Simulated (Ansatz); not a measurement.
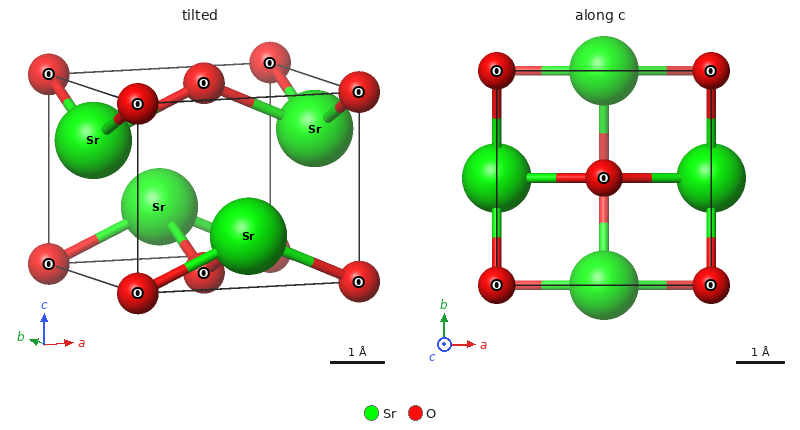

Ball-and-stick representation of a periodic structure, projected slightly off an axis and along the c axis. The conventional unit cell is outlined; an atom on or near a face, edge or corner is repeated at each equivalent position.

SrO, space group P4/nmm (No. 129), a = 4.486 Å, b = 4.486 Å, c = 3.597 Å, α = 90.00°, β = 90.00°, γ = 90.00°. Its origin is a structure type filled with these elements by a generator (whether the compound takes this form wasn't checked). Earlier steps of the study, as a rule a relaxation of our own, may have changed the cell and positions, so they can lie some per cent off the listed ones. It was the input of a calculation with Ansatz.

This one geometry was computed with Ansatz (DFT, plane waves, PAW) at six levels of theory: HSE06, PBE with spin-orbit coupling, PBE, r2SCAN, LDA and PBEsol.

> Which level gives the highest pressure at this volume, and what does that say about its equilibrium volume?

Highest: PBE with spin-orbit coupling (0.0 GPa) and PBE (0.0 GPa), which points to the largest equilibrium volume. Lowest, with the smallest volume: LDA (-6.3 GPa). Levels within 0.5 GPa of each other can't be told apart.

> How does the band gap change with the level of theory?

LDA: a gap of 2.33 eV on the k-mesh; PBEsol: a gap of 2.41 eV on the k-mesh; PBE: a gap of 2.52 eV, indirect; PBE with spin-orbit coupling: a gap of 2.53 eV on the k-mesh; r2SCAN: a gap of 3.13 eV on the k-mesh; HSE06: a gap of 3.87 eV on the k-mesh.

> Collect the results in a table.

| level | cutoff (eV) | k-mesh of the run's cell | gap (eV) | pressure (GPa) |
| --- | --- | --- | --- | --- |
| HSE06 | 420 | 4×4×6 | 3.87 | -2.0 |
| PBE with spin-orbit coupling | 420 | 8×8×10 | 2.53 | 0.0 |
| PBE | 420 | 8×8×10 | 2.52 | 0.0 |
| r2SCAN | 500 | 8×8×10 | 3.13 | -1.8 |
| LDA | 420 | 8×8×10 | 2.33 | -6.3 |
| PBEsol | 420 | 8×8×10 | 2.41 | -3.4 |

Gaps are taken on the k-mesh or band path of each run.
